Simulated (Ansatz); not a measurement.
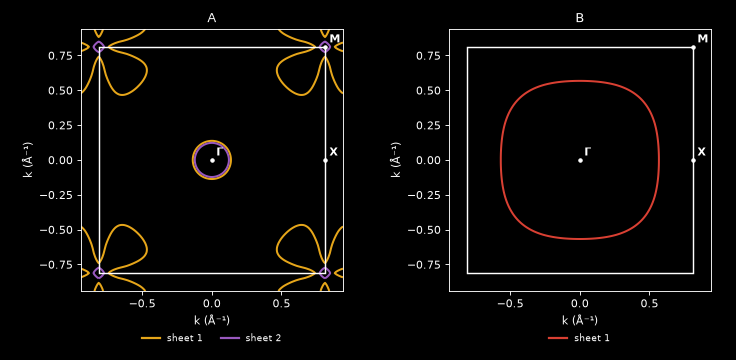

Constant-energy contours of a single layer of SnO (space group of the slab cell P4/nmm) near its two band edges (0.10 eV into the valence band, 0.15 eV into the conduction band), in unknown order.

Computed with DFT PBE, spin-orbit coupling, plane waves, PAW; levels and slopes on a dense k mesh at the converged density in Ansatz. Non-magnetic. With an inversion centre and no moment every band is doubly degenerate; a pair is shown and named once. The levels come from a k mesh of 34×34×1 points. The geometry was not relaxed. The cell comes from a database of computed structures, not from a measurement.

Masses come from a second pass at points close to the extrema; at the energies drawn a band may no longer be parabolic.

### Which panel shows the holes and which the electrons?

B shows the valence band (holes), A the conduction band (electrons).

### Describe the extrema and the gap.

Valence band (extrema up to 0.10 eV from the edge): four equivalent maxima on the M–Γ line, nearly flat in one direction, with mass 4.77 mₑ across. Band pair 39/40 forms the valence edge. The surfaces also take in Γ, where this band lies 0.03 eV below its edge, so they needn't be separate pockets.
Conduction band (extrema up to 0.15 eV from the edge): one minimum at Γ, mass 0.47 mₑ in all directions; four equivalent minima on the M–Γ line, 0.07 eV above the edge, principal masses 0.80 and 1.12 mₑ. Band pair 41/42 forms the conduction edge; band pair 43/44 begins 0.02 eV higher (at Γ). Another band lies within 0.06 eV there, so the masses may hold only close to the extrema.
The gap is indirect, 2.94 eV at this level of theory (semilocal functionals give gaps that are too small, and can reorder valleys that lie close). It is nearly direct: the smallest vertical gap, at Γ, is only 2.96 eV, so the kind of gap isn't settled at this level.
